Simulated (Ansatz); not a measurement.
Al32O (cell with a defect)

```
CELL_PARAMETERS angstrom
8.10000 0.00000 0.00000
0.00000 8.10000 0.00000
0.00000 0.00000 8.10000
ATOMIC_POSITIONS crystal
Al 0.50080 0.00382 0.00079
Al 0.75300 0.25442 0.00117
Al 0.74356 0.99346 0.24349
Al 0.00451 0.00292 0.00119
Al 0.25673 0.25350 0.00078
Al 0.50264 0.50482 0.00273
Al 0.75393 0.75070 0.00080
Al 0.25647 0.00295 0.25304
Al 0.50114 0.25440 0.25302
Al 0.75303 0.50639 0.25306
Al 0.50115 0.00293 0.50450
Al 0.74340 0.26395 0.51398
Al 0.75305 0.00297 0.75645
Al 0.00361 0.50662 0.00076
Al 0.25491 0.75255 0.00272
Al 0.01399 0.26392 0.24347
Al 0.25670 0.50660 0.25396
Al 0.50081 0.75072 0.25397
Al 0.01403 0.99329 0.51396
Al 0.25638 0.25441 0.50450
Al 0.50076 0.50666 0.50368
Al 0.75301 0.75107 0.50450
Al 0.25670 0.00378 0.75671
Al 0.50077 0.25352 0.75675
Al 0.75388 0.50660 0.75673
Al 0.00449 0.75104 0.25300
Al 0.00448 0.50631 0.50449
Al 0.25676 0.75068 0.50366
Al 0.00449 0.25440 0.75645
Al 0.25485 0.50475 0.75491
Al 0.50268 0.75259 0.75493
Al 0.00361 0.75069 0.75673
O 0.87879 0.12871 0.37884
```

PAW files of the earlier set (soft_1).

All numbers below come from DFT PBE-D3(BJ), scalar-relativistic, plane waves, PAW (Ansatz).

In a PAW calculation such maps are meaningful between the atoms, not at the nuclei.

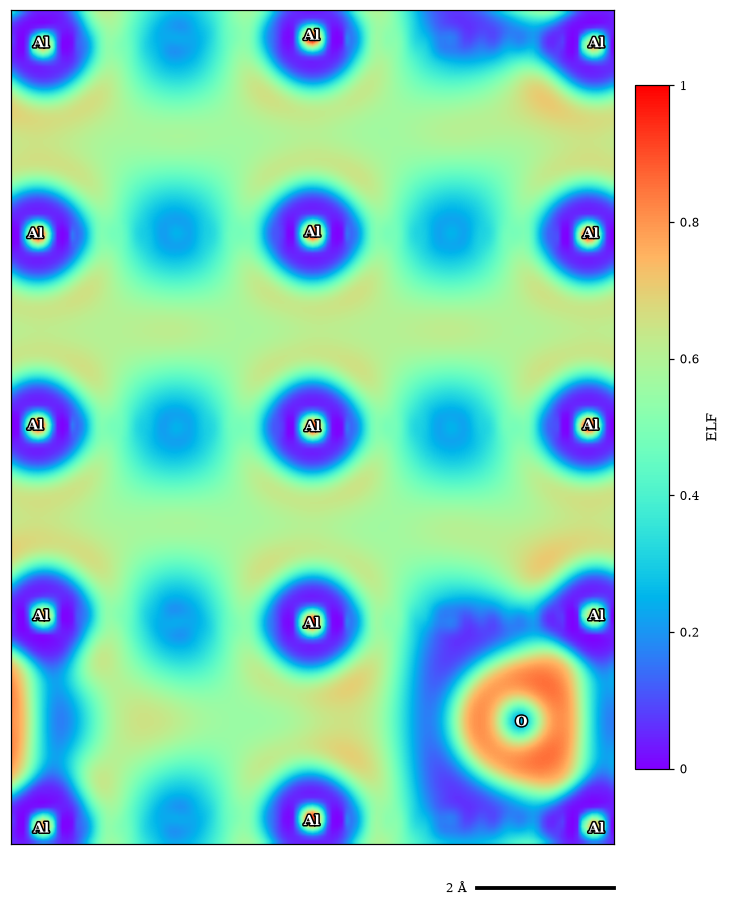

Figure 1. Electron localisation function on the (011) plane of the calculation cell.

**Interpret the plot.**

The section cuts through Al and O sites.
Al–O (1.90 Å): the ELF peaks at about 0.85 in the valence shell of O, 0.7 Å from its nucleus, and is about 0.80 at the midpoint.

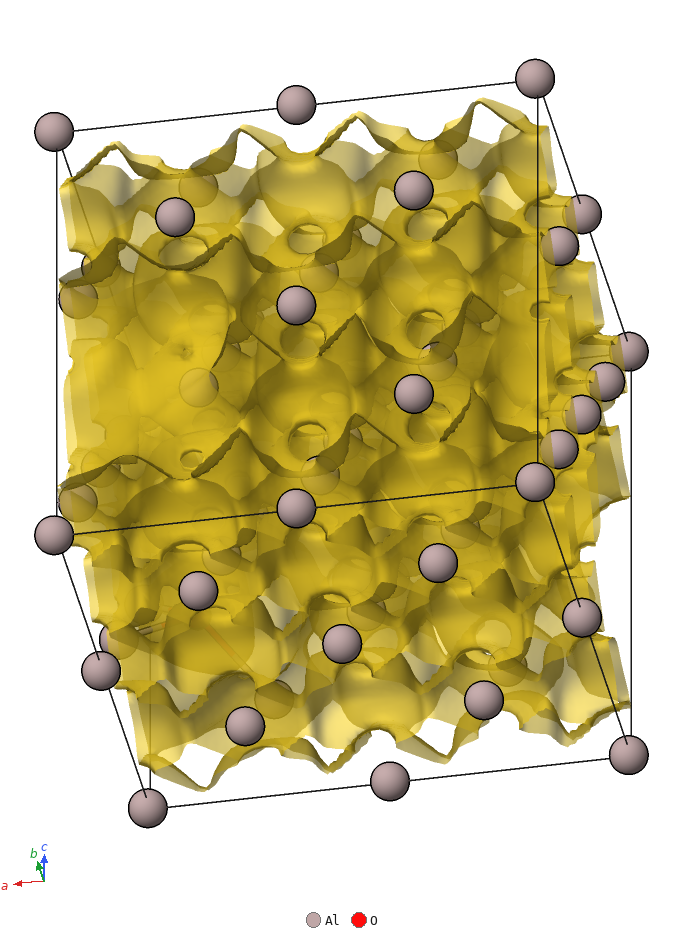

Figure 2. Isosurface of the ELF at 0.55 (yellow), seen at an oblique angle. Core shells and regions of very low density are left out. Sticks mark near contacts.

**What do the ELF domains correspond to?**

At this value the surface marks out one region on O in which the atom's valence shell and bonds are merged and one network that runs through the whole crystal, counted in one cell of 33 atoms. Regions shared between cells count once.

**Does the calculation make it a metal, or give it a gap?**

It is gapless in this calculation (a metal or semimetal).
